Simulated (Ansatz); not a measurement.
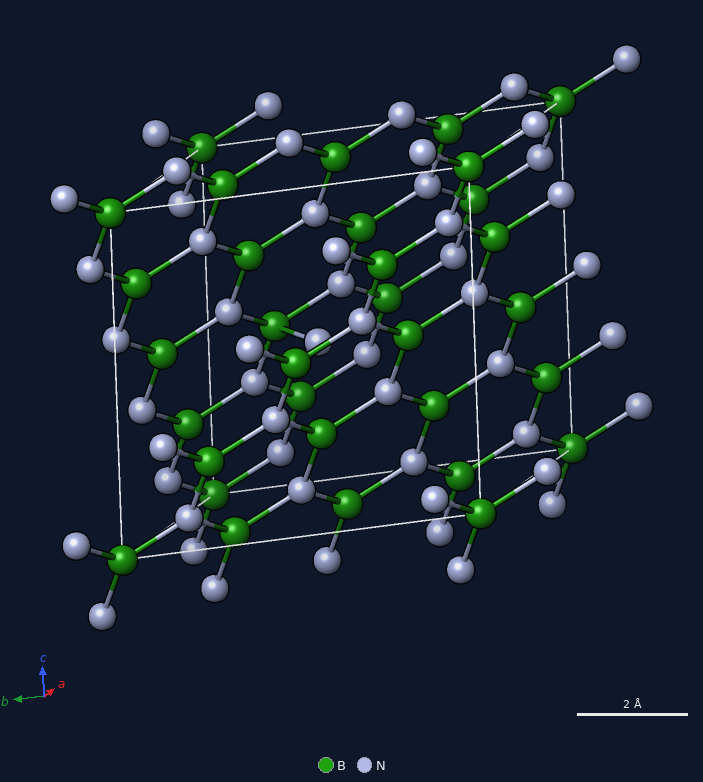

Figure 1. The input geometry (ball-and-stick view of the cell of the calculation, seen at an oblique angle; bonded neighbours outside the cell are drawn too). An atom can appear more than once, as a periodic image.

## Run report: B₁₆N₁₇, geometry relaxation (part 1 of 3)

System: B₁₆N₁₇ (defect cell, 33 atoms in the cell).
Method: DFT PBE+D3(BJ), scalar-relativistic, plane waves, PAW, spin-polarised (Ansatz 0.2.0).

The structure derives from a Materials Project entry. It belongs to a series of runs on one base structure; here: N interstitial, charge +0, atoms relaxed. Figures and captions count atoms from 1; the log counts them from 0 in places.

**The input**
```yaml
crystal:
  lattice:
    - [-5.0122276274, 2.8938109699, 3.2948837584]
    - [0.0, -5.7876219398, 3.2948837584]
    - [5.0122276274, 2.8938109699, 3.2948837584]
  atoms:
    - { symbol: B, position: [0.2496975441, 0.7496975441, 0.9996975441] }
    - { symbol: B, position: [0.4996975441, 0.4996975441, 0.9996975441] }
    - { symbol: B, position: [0.7496975441, 0.2496975441, 0.9996975441] }
    - { symbol: B, position: [0.9996975441, 0.7496975441, 0.2496975441] }
    - { symbol: B, position: [0.9996975441, 0.9996975441, 0.9996975441] }
    - { symbol: B, position: [0.2496975441, 0.4996975441, 0.2496975441] }
    - { symbol: B, position: [0.4996975441, 0.2496975441, 0.2496975441] }
    - { symbol: B, position: [0.7496975441, 0.7496975441, 0.4996975441] }
    - { symbol: B, position: [0.7496975441, 0.9996975441, 0.2496975441] }
    - { symbol: B, position: [0.9996975441, 0.4996975441, 0.4996975441] }
    - { symbol: B, position: [0.2496975441, 0.2496975441, 0.4996975441] }
    - { symbol: B, position: [0.4996975441, 0.7496975441, 0.7496975441] }
    - { symbol: B, position: [0.4996975441, 0.9996975441, 0.4996975441] }
    - { symbol: B, position: [0.7496975441, 0.4996975441, 0.7496975441] }
    - { symbol: B, position: [0.9996975441, 0.2496975441, 0.7496975441] }
    - { symbol: B, position: [0.2496975441, 0.9996975441, 0.7496975441] }
    - { symbol: "N", position: [0.5827354559, 0.0827354559, 0.3327354559] }
    - { symbol: "N", position: [0.8327354559, 0.8327354559, 0.3327354559] }
    - { symbol: "N", position: [0.0827354559, 0.5827354559, 0.3327354559] }
    - { symbol: "N", position: [0.3327354559, 0.0827354559, 0.5827354559] }
    - { symbol: "N", position: [0.3327354559, 0.3327354559, 0.3327354559] }
    - { symbol: "N", position: [0.5827354559, 0.8327354559, 0.5827354559] }
    - { symbol: "N", position: [0.8327354559, 0.5827354559, 0.5827354559] }
    - { symbol: "N", position: [0.0827354559, 0.0827354559, 0.8327354559] }
    - { symbol: "N", position: [0.0827354559, 0.3327354559, 0.5827354559] }
    - { symbol: "N", position: [0.3327354559, 0.8327354559, 0.8327354559] }
    - { symbol: "N", position: [0.5827354559, 0.5827354559, 0.8327354559] }
    - { symbol: "N", position: [0.8327354559, 0.0827354559, 0.0827354559] }
    - { symbol: "N", position: [0.8327354559, 0.3327354559, 0.8327354559] }
    - { symbol: "N", position: [0.0827354559, 0.8327354559, 0.0827354559] }
    - { symbol: "N", position: [0.3327354559, 0.5827354559, 0.0827354559] }
    - { symbol: "N", position: [0.5827354559, 0.3327354559, 0.0827354559] }
    - { symbol: "N", position: [0.5251467583, 0.5713136442, 0.4719982855], spin: 1.0 }
basis:
  ecutwfc: 420
  xc_grid: 2
kpoints:
  mp_grid: { grid: [2, 2, 2], shift: [0.5, 0.5, 0.5] }
hamiltonian:
  xc: pbe
  dispersion: d3bj
scf:
  occupations: { method: gaussian, width: 0.02 }
output:
  forces: true
  stress: false
  eigenvalues: true
  populations: true
magnetization:
  spin_polarized: true
relax:
  adjacent_minimum: "off"
  f_tol: 0.02
  max_steps: 60
```

Run on 4 threads of Arm Neoverse V1, 24 GiB of memory available, shared host.

Run as:
```bash
ansatz run input.yaml --threads 4 --pin off --max-ram 10240MiB --backend cpu --events-out ev --progress --plain --runs-dir out
```

**Log**
```
Engine: ansatz 0.2.0, aarch64-unknown-linux-gnu
Pseudopotentials: kind: paw
Pseudopotential: B, paw, valence charge 3, recommended cutoff 420 eV (normal), B.paw.azcp
Pseudopotential: N, paw, valence charge 5, recommended cutoff 420 eV (normal), N.paw.azcp
Functional definition: PBE
  parameter kappa = 0.804
  parameter beta = 0.06672455060314922
  exchange = pbe_x(kappa = kappa, mu = beta*pi^2/3)
  correlation = pbe_c(beta = beta)
Crystal: 33 atoms, lattice volume = 286.743 Å³
Basis set: ecut = 420 eV, 5603 PW (Γ), exchange–correlation on 90×90×90 points (8 copies of the dense FFT grid, shifted against one another)
Bands: 100, of which v1, the nominal top of the filled ones, is band 67 counted from 1 (66 counted from 0)
Symmetry: 1 space group operations
Space group: P1 (ITA 1), of the structure as read, at distance tolerance 6.6e-5 Å
Magnetic group: BNS 1.1 (UNI 1), of the structure as read, at distance tolerance 6.6e-5 Å
k-points: 4 of 8 (time reversal used)
Non-local potential: B, projectors of the file, l = 0: 2, l = 1: 2, l = 2: 1
Non-local potential: N, projectors of the file, l = 0: 2, l = 1: 2, l = 2: 1
PAW form: soft (Blöchl's): semilocal exchange-correlation on the pseudo side does not see the compensation charge
PAW one-centre angular grid: B, 110 points (default); XC on 64 Gauss nodes
PAW one-centre angular grid: N, 110 points (default); XC on 64 Gauss nodes
Initial density: superposition of atomic densities (chi_scale 0.1, normalization cell, long waves kept (reshape's long-wave potential 0.14 eV rms))
Starting moments: Σ|m| = 1 μB on 1 of 33 sites
Initial wavefunctions: pseudopotential atomic-orbital guess
Functional: x = pbe(κ = 0.804, μ = 0.2195149727645171), c = pbe(β = 0.06672455060314922)
SCF iter   1: F=—  HF=-9080.515698 eV  |F-HF|=—  |Δ(HF+E_count)|=         —  Δρ=7.54e-2 (↑7.54e-2 ↓7.41e-2)  dr2=6.19e1  dr2_m=2.06e-1  M=1.000 μB ∫|m|=1.106 μB  β_m=0.30  ethr=3.10e-3  ⟨swp⟩=6.0  Hψ=3543  notcnv=0  defer=33
preconditioner: auto → Resta (q_TF=auto, 2.400 Å⁻¹)  ε∞=3.3  [insulator: Δε(μ)=0.793 eV  Ē_g=16.702 eV  σ=0.020 eV  W_gap=1.00  n_scr=74 (ndim 8)  ℏωp=25.3 eV  f_vac=0.000  D(μ)=0.00/eV (n_scr^D=0)  ε∞_Penn≈3.3]
spin=Collinear: Resta preconditioning applied to the charge; magnetization (m = ρ↑ − ρ↓) channel mixes plain (no charge-response kernel on spin).
SCF iter   2: F=—  HF=-9066.356772 eV  |F-HF|=—  |Δ(HF+E_count)|=    1.42e1  Δρ=4.36e-2 (↑4.36e-2 ↓4.32e-2)  dr2=1.99e1  dr2_m=1.20e-1  M=1.000 μB ∫|m|=1.086 μB  β_m=0.30  ethr=3.10e-3  ⟨swp⟩=3.0  Hψ=1544  notcnv=0  defer=208
SCF iter   3: F=—  HF=-9060.302808 eV  |F-HF|=—  |Δ(HF+E_count)|=    6.05e0  Δρ=2.13e-2 (↑2.05e-2 ↓2.13e-2)  dr2=3.32e0  dr2_m=6.49e-2  M=1.000 μB ∫|m|=1.075 μB  β_m=0.30  ethr=3.10e-3  ⟨swp⟩=3.0  Hψ=1505  notcnv=0  defer=209
SCF iter   4: F=—  HF=-9059.281024 eV  |F-HF|=—  |Δ(HF+E_count)|=    1.02e0  Δρ=6.61e-3 (↑6.61e-3 ↓5.91e-3)  dr2=2.34e-1  dr2_m=3.50e-2  M=1.000 μB ∫|m|=1.071 μB  β_m=0.30  ethr=2.50e-3  ⟨swp⟩=3.2  Hψ=1514  notcnv=0  defer=208
SCF iter   5: F=—  HF=-9059.295282 eV  |F-HF|=—  |Δ(HF+E_count)|=   1.43e-2  Δρ=3.71e-3 (↑3.71e-3 ↓3.65e-3)  dr2=3.75e-2  dr2_m=2.14e-2  M=1.000 μB ∫|m|=1.068 μB  β_m=0.30  ethr=1.76e-4  ⟨swp⟩=2.5  Hψ=1070  notcnv=0  defer=208
SCF iter   6: F=—  HF=-9059.318180 eV  |F-HF|=—  |Δ(HF+E_count)|=   2.29e-2  Δρ=2.72e-3 (↑2.72e-3 ↓2.61e-3)  dr2=1.83e-2  dr2_m=1.23e-2  M=1.000 μB ∫|m|=1.067 μB  β_m=0.30  ethr=2.82e-5  ⟨swp⟩=2.0  Hψ=980  notcnv=0  defer=208
SCF iter   7: F=—  HF=-9059.340723 eV  |F-HF|=—  |Δ(HF+E_count)|=   2.25e-2  Δρ=1.70e-3 (↑1.70e-3 ↓1.70e-3)  dr2=7.38e-4  dr2_m=7.25e-3  M=1.000 μB ∫|m|=1.067 μB  β_m=0.30  ethr=1.37e-5  ⟨swp⟩=2.8  Hψ=1128  notcnv=0  defer=208
Mixer restart at iter 7: flushing history
spin-set hold released at iteration 7 (site moments contracting): the magnetisation degrees of freedom join the quasi-Newton model from the next iteration; the mixer history was flushed
SCF iter   8: F=—  HF=-9059.343968 eV  |F-HF|=—  |Δ(HF+E_count)|=   3.25e-3  Δρ=1.31e-3 (↑1.29e-3 ↓1.31e-3)  dr2=3.76e-4  dr2_m=4.26e-3  M=1.000 μB ∫|m|=1.067 μB  β_m=0.65  ethr=5.55e-7  ⟨swp⟩=2.0  Hψ=1178  notcnv=0  defer=208
SCF iter   9: F=—  HF=-9059.348914 eV  |F-HF|=—  |Δ(HF+E_count)|=   4.95e-3  Δρ=1.64e-4 (↑1.64e-4 ↓9.53e-5)  dr2=6.77e-5  dr2_m=3.19e-5  M=1.000 μB ∫|m|=1.066 μB  β_m=0.67  ethr=2.83e-7  ⟨swp⟩=3.0  Hψ=1270  notcnv=0  defer=208
SCF iter  10: F=—  HF=-9059.348937 eV  |F-HF|=—  |Δ(HF+E_count)|=   2.31e-5  Δρ=9.10e-5 (↑4.61e-5 ↓9.10e-5)  dr2=1.70e-5  dr2_m=9.86e-6  M=1.000 μB ∫|m|=1.065 μB  β_m=0.77  ethr=5.09e-8  ⟨swp⟩=2.1  Hψ=1151  notcnv=0  defer=208
SCF iter  11: F=—  HF=-9059.348948 eV  |F-HF|=—  |Δ(HF+E_count)|=   1.04e-5  Δρ=4.38e-5 (↑4.38e-5 ↓2.98e-5)  dr2=8.20e-6  dr2_m=1.94e-6  M=1.000 μB ∫|m|=1.065 μB  β_m=0.72  ethr=7.52e-9  ⟨swp⟩=18.2  Hψ=5791  notcnv=0
SCF iter  12: F=—  HF=-9059.348948 eV  |F-HF|=—  |Δ(HF+E_count)|=   6.73e-7  Δρ=1.42e-5 (↑1.04e-5 ↓1.42e-5)  dr2=2.99e-7  dr2_m=3.40e-7  M=1.000 μB ∫|m|=1.065 μB  β_m=0.82  ethr=6.16e-9  ⟨swp⟩=6.0  Hψ=2724  notcnv=0
SCF iter  13: F=-9059.348949 eV  HF=-9059.348949 eV  |F-HF|=5.30e-8  |Δ(HF+E_count)|=   3.99e-7  Δρ=5.12e-6 (↑5.12e-6 ↓5.04e-6)  dr2=1.06e-7  dr2_m=4.16e-8  M=1.000 μB ∫|m|=1.065 μB  ethr=2.24e-10  ⟨swp⟩=3.5  Hψ=2023  notcnv=0
SCF 1 converged in 13 iterations: F = -9059.348949 eV  dr2 = 1.06e-7
  greatest PAW one-centre occupation: 0.875 electrons in one spin orbital (limit 2), on the N atom at site 32 (counted from 0), in its partial waves of l = 0
relax step   1: F+E_penalty+E_count = -9059.34894877 eV  Δ(F+E_penalty+E_count) = +0.000e0 eV  max|allowed force component| = 2.911e0 eV/Å  Δτ_max = 0.0000 Å  (13 SCF iters, dr2 threshold 1.00e-5 eV, accepted)
Initial density: handed on by an earlier stage of this run
Starting moments: Σ|m| = 1 μB on 1 of 33 sites; this step starts from the density that it was given
Initial wavefunctions: those handed on with the density
iter 1 solved again at ethr=7.36e-4 eV; its pass at ethr=3.10e-3 eV (dr2=9.79e-1 eV) is discarded
SCF iter   1: F=—  HF=-9060.729221 eV  |F-HF|=—  |Δ(HF+E_count)|=         —  Δρ=1.37e-2 (↑1.29e-2 ↓1.37e-2)  dr2=9.82e-1  dr2_m=1.44e-1  M=1.000 μB ∫|m|=1.079 μB  β_m=0.30  ethr=7.36e-4  ⟨swp⟩=1.0  Hψ=2916  notcnv=0  defer=208
preconditioner: auto → Resta (q_TF=auto, 2.400 Å⁻¹)  ε∞=3.6  [insulator: Δε(μ)=0.710 eV  Ē_g=15.676 eV  σ=0.020 eV  W_gap=1.00  n_scr=74 (ndim 8)  ℏωp=25.3 eV  f_vac=0.009  D(μ)=0.00/eV (n_scr^D=0)  ε∞_Penn≈3.6]
spin=Collinear: Resta preconditioning applied to the charge; magnetization (m = ρ↑ − ρ↓) channel mixes plain (no charge-response kernel on spin).
SCF iter   2: F=—  HF=-9060.655806 eV  |F-HF|=—  |Δ(HF+E_count)|=   7.34e-2  Δρ=9.50e-3 (↑8.90e-3 ↓9.50e-3)  dr2=3.96e-1  dr2_m=7.64e-2  M=1.000 μB ∫|m|=1.083 μB  β_m=0.57  ethr=7.36e-4  ⟨swp⟩=2.0  Hψ=659  notcnv=0  defer=208
SCF iter   3: F=—  HF=-9060.656806 eV  |F-HF|=—  |Δ(HF+E_count)|=   9.99e-4  Δρ=3.06e-3 (↑2.36e-3 ↓3.06e-3)  dr2=5.42e-2  dr2_m=6.27e-3  M=1.000 μB ∫|m|=1.093 μB  β_m=0.52  ethr=2.97e-4  ⟨swp⟩=2.8  Hψ=1261  notcnv=0  defer=210
SCF iter   4: F=—  HF=-9060.653252 eV  |F-HF|=—  |Δ(HF+E_count)|=   3.55e-3  Δρ=1.00e-3 (↑6.95e-4 ↓1.00e-3)  dr2=2.99e-3  dr2_m=1.02e-3  M=1.000 μB ∫|m|=1.096 μB  β_m=0.71  ethr=4.07e-5  ⟨swp⟩=3.0  Hψ=1239  notcnv=0  defer=210
SCF iter   5: F=—  HF=-9060.654699 eV  |F-HF|=—  |Δ(HF+E_count)|=   1.45e-3  Δρ=5.08e-4 (↑3.30e-4 ↓5.08e-4)  dr2=1.40e-3  dr2_m=1.65e-4  M=1.000 μB ∫|m|=1.098 μB  β_m=0.66  ethr=2.25e-6  ⟨swp⟩=2.0  Hψ=1224  notcnv=0  defer=210
SCF iter   6: F=—  HF=-9060.654665 eV  |F-HF|=—  |Δ(HF+E_count)|=   3.33e-5  Δρ=1.81e-4 (↑1.07e-4 ↓1.81e-4)  dr2=7.34e-5  dr2_m=3.52e-5  M=1.000 μB ∫|m|=1.099 μB  β_m=0.83  ethr=7.52e-8  ⟨swp⟩=14.5  Hψ=5331  notcnv=0
iter 7 did not close the SCF: its close was put off for a magnetic moment that had not settled (scf_convergence_deferred on its scf_iter line)
SCF iter   7: F=-9060.654708 eV  HF=-9060.654732 eV  |F-HF|=2.49e-5  |Δ(HF+E_count)|=   6.70e-5  Δρ=7.86e-5 (↑5.80e-5 ↓7.86e-5)  dr2=3.76e-5  dr2_m=3.75e-6  M=1.000 μB ∫|m|=1.100 μB  β_m=0.78  ethr=5.52e-8  ⟨swp⟩=7.5  Hψ=3089  notcnv=0
SCF iter   8: F=-9060.654728 eV  HF=-9060.654731 eV  |F-HF|=2.15e-6  |Δ(HF+E_count)|=   1.79e-6  Δρ=3.22e-5 (↑1.87e-5 ↓3.22e-5)  dr2=4.29e-6  dr2_m=7.42e-7  M=1.000 μB ∫|m|=1.100 μB  ethr=2.83e-8  ⟨swp⟩=4.2  Hψ=2916  notcnv=0
SCF 2 converged in 8 iterations: F = -9060.654728 eV  dr2 = 4.29e-6
  greatest PAW one-centre occupation: 0.865 electrons in one spin orbital (limit 2), on the N atom at site 32 (counted from 0), in its partial waves of l = 0
relax step   2: F+E_penalty+E_count = -9060.65472846 eV  Δ(F+E_penalty+E_count) = -1.306e0 eV  max|allowed force component| = 1.577e0 eV/Å  Δτ_max = 0.1927 Å  (8 SCF iters, dr2 threshold 1.00e-4 eV, accepted)
[... from here on the SCF iterations and repeated set-up lines of each step are left out, up to the last step ...]
SCF 3 converged in 7 iterations: F = -9061.147069 eV  dr2 = 8.34e-6
relax step   3: F+E_penalty+E_count = -9061.14706923 eV  Δ(F+E_penalty+E_count) = -4.923e-1 eV  max|allowed force component| = 1.479e0 eV/Å  Δτ_max = 0.2000 Å  (7 SCF iters, dr2 threshold 1.00e-4 eV, accepted)
SCF 4 converged in 7 iterations: F = -9061.548447 eV  dr2 = 2.21e-6
relax step   4: F+E_penalty+E_count = -9061.54844663 eV  Δ(F+E_penalty+E_count) = -4.014e-1 eV  max|allowed force component| = 1.596e0 eV/Å  Δτ_max = 0.1970 Å  (7 SCF iters, dr2 threshold 1.00e-4 eV, accepted)
SCF 5 converged in 7 iterations: F = -9061.802901 eV  dr2 = 3.01e-6
relax step   5: F+E_penalty+E_count = -9061.80290066 eV  Δ(F+E_penalty+E_count) = -2.545e-1 eV  max|allowed force component| = 8.238e-1 eV/Å  Δτ_max = 0.2000 Å  (7 SCF iters, dr2 threshold 1.00e-4 eV, accepted)
SCF 6 converged in 6 iterations: F = -9061.878324 eV  dr2 = 2.72e-6
relax step   6: F+E_penalty+E_count = -9061.87832417 eV  Δ(F+E_penalty+E_count) = -7.542e-2 eV  max|allowed force component| = 2.443e-1 eV/Å  Δτ_max = 0.0784 Å  (6 SCF iters, dr2 threshold 1.00e-4 eV, accepted)
SCF 7 converged in 8 iterations: F = -9061.903302 eV  dr2 = 1.11e-7
relax step   7: F+E_penalty+E_count = -9061.90330220 eV  Δ(F+E_penalty+E_count) = -2.498e-2 eV  max|allowed force component| = 3.728e-1 eV/Å  Δτ_max = 0.0895 Å  (8 SCF iters, dr2 threshold 5.25e-6 eV, accepted)
SCF 8 converged in 7 iterations: F = -9061.908376 eV  dr2 = 4.99e-7
relax step   8: F+E_penalty+E_count = -9061.90837555 eV  Δ(F+E_penalty+E_count) = -5.073e-3 eV  max|allowed force component| = 2.518e-1 eV/Å  Δτ_max = 0.0882 Å  (7 SCF iters, dr2 threshold 1.22e-5 eV, accepted)
SCF 9 converged in 5 iterations: F = -9061.910632 eV  dr2 = 9.65e-6
relax step   9: F+E_penalty+E_count = -9061.91063213 eV  Δ(F+E_penalty+E_count) = -2.257e-3 eV  max|allowed force component| = 3.085e-1 eV/Å  Δτ_max = 0.0594 Å  (5 SCF iters, dr2 threshold 2.89e-5 eV, accepted)
SCF 10 converged in 5 iterations: F = -9061.920827 eV  dr2 = 4.08e-6
relax step  10: F+E_penalty+E_count = -9061.92082732 eV  Δ(F+E_penalty+E_count) = -1.020e-2 eV  max|allowed force component| = 3.587e-2 eV/Å  Δτ_max = 0.0211 Å  (5 SCF iters, dr2 threshold 4.34e-5 eV, accepted)
SCF 11 converged in 4 iterations: F = -9061.920829 eV  dr2 = 3.02e-8
relax step  11: F+E_penalty+E_count = -9061.92082941 eV  Δ(F+E_penalty+E_count) = -2.083e-6 eV  max|allowed force component| = 3.527e-2 eV/Å  Δτ_max = 0.0000 Å  (4 SCF iters, accepted)
SCF iter   1: F=—  HF=-9061.921139 eV  |F-HF|=—  |Δ(HF+E_count)|=         —  Δρ=2.70e-4 (↑2.39e-4 ↓2.70e-4)  dr2=3.49e-4  dr2_m=3.87e-5  M=1.000 μB ∫|m|=1.092 μB  β_m=0.30  ethr=2.44e-6  ⟨swp⟩=2.0  Hψ=1575  notcnv=0  defer=209
preconditioner: auto → Resta (q_TF=auto, 2.400 Å⁻¹)  ε∞=3.6  [insulator: Δε(μ)=0.970 eV  Ē_g=15.778 eV  σ=0.020 eV  W_gap=1.00  n_scr=74 (ndim 8)  ℏωp=25.3 eV  f_vac=0.005  D(μ)=0.00/eV (n_scr^D=0)  ε∞_Penn≈3.6]
spin=Collinear: Resta preconditioning applied to the charge; magnetization (m = ρ↑ − ρ↓) channel mixes plain (no charge-response kernel on spin).
SCF iter   2: F=—  HF=-9061.921110 eV  |F-HF|=—  |Δ(HF+E_count)|=   2.92e-5  Δρ=1.87e-4 (↑1.64e-4 ↓1.87e-4)  dr2=1.47e-4  dr2_m=2.08e-5  M=1.000 μB ∫|m|=1.092 μB  β_m=0.59  ethr=2.62e-7  ⟨swp⟩=1.1  Hψ=921  notcnv=0  defer=209
SCF iter   3: F=—  HF=-9061.921101 eV  |F-HF|=—  |Δ(HF+E_count)|=   8.80e-6  Δρ=3.29e-5 (↑2.54e-5 ↓3.29e-5)  dr2=4.20e-6  dr2_m=6.99e-7  M=1.000 μB ∫|m|=1.092 μB  β_m=0.58  ethr=1.10e-7  ⟨swp⟩=2.0  Hψ=1123  notcnv=0  defer=209
SCF iter   4: F=—  HF=-9061.920982 eV  |F-HF|=—  |Δ(HF+E_count)|=   1.19e-4  Δρ=1.06e-5 (↑9.52e-6 ↓1.06e-5)  dr2=4.83e-7  dr2_m=1.03e-7  M=1.000 μB ∫|m|=1.092 μB  β_m=0.70  ethr=3.16e-9  ⟨swp⟩=2.0  Hψ=1123  notcnv=0  defer=209
iter 5 did not close the SCF: its close was put off for a magnetic moment that had not settled (scf_convergence_deferred on its scf_iter line)
SCF iter   5: F=-9061.920983 eV  HF=-9061.920983 eV  |F-HF|=2.73e-8  |Δ(HF+E_count)|=   2.14e-7  Δρ=3.43e-6 (↑2.93e-6 ↓3.43e-6)  dr2=8.47e-8  dr2_m=6.75e-9  M=1.000 μB ∫|m|=1.092 μB  β_m=0.67  ethr=7.52e-11  ⟨swp⟩=10.1  Hψ=3877  notcnv=0
SCF iter   6: F=-9061.920983 eV  HF=-9061.920983 eV  |F-HF|=4.08e-9  |Δ(HF+E_count)|=   8.39e-9  Δρ=1.05e-6 (↑8.70e-7 ↓1.05e-6)  dr2=6.75e-9  dr2_m=8.64e-10  M=1.000 μB ∫|m|=1.092 μB  ethr=6.37e-11  ⟨swp⟩=2.0  Hψ=2359  notcnv=0
SCF 12 converged in 6 iterations: F = -9061.920983 eV  dr2 = 6.75e-9
relax step  12: F+E_penalty+E_count = -9061.92098259 eV  Δ(F+E_penalty+E_count) = -1.532e-4 eV  max|allowed force component| = 1.032e-2 eV/Å  Δτ_max = 0.0035 Å  (6 SCF iters, accepted)
```

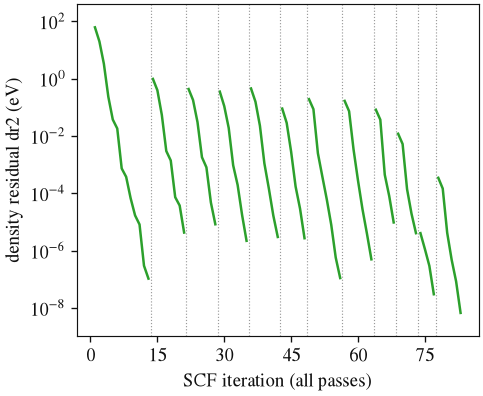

Figure 2. Convergence of the self-consistent field: density residual dr2 against the SCF iteration. The dotted lines part the SCF passes of the relaxation: geometry steps, rejected trials and re-solves on a re-selected basis. The 12 passes take 4 to 13 iterations each, 83 in all.
